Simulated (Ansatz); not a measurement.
Run report: Zn17O18 (charge −2), geometry relaxation (part 4 of 4)

Zn17O18 (defect cell, 35 atoms in the cell, total charge −2); DFT PBEsol, scalar-relativistic, plane waves, PAW, spin-polarised (Ansatz 0.2.0); cutoff 420 eV, 2×2×2 k-mesh, Gaussian smearing of 0.02 eV, collinear spins. The structure derives from a Materials Project entry. It belongs to a series of runs on one base structure; here: V_Zn, charge -2, atoms relaxed at the host's cell.

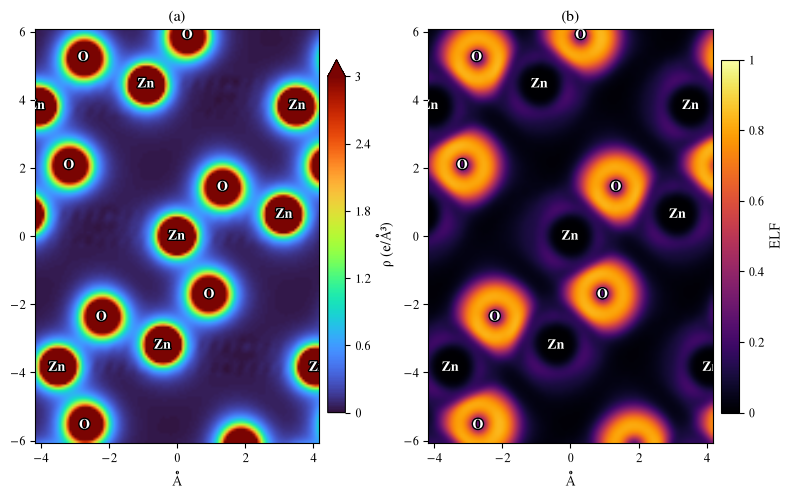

(a) valence charge density (pseudo); (b) electron localisation function on the (101̄) plane of the calculation cell. The section cuts through Zn and O sites. Zn–O (1.88 Å): ρ at the midpoint is about 0.74 e/Å³; the ELF is about 0.30 at the midpoint. Zn–O (1.98 Å): ρ is about 0.61 e/Å³ halfway; the ELF is about 0.25 at the midpoint. Zn–O (2.00 Å): ρ at the midpoint is about 0.58 e/Å³; the ELF is about 0.25 at the midpoint. The density dies away to nearly zero in the voids.

**Results in brief**

| quantity | value |
| --- | --- |
| outcome | converged |
| electrons treated | 314 |
| free energy | −65858.7510 eV |
| Fermi energy | 7.734 eV |
| gap on the k-point mesh | 1.90 eV |
| net moment of the cell | 0.00 μB |
| integrated absolute moment | 0.00 μB |
| final volume | 424.11 Å³ |
| largest force (length of the vector) at the end | 0.002 eV/Å |
| wall time | 70 s (CPU time 9 min) |
| peak memory | 3.3 GiB |

Warnings of the run: some starting moments were not kept. The cell is charged and computed with a neutralising background, so its energy and pressure depend on the cell and aren't those of a real crystal.
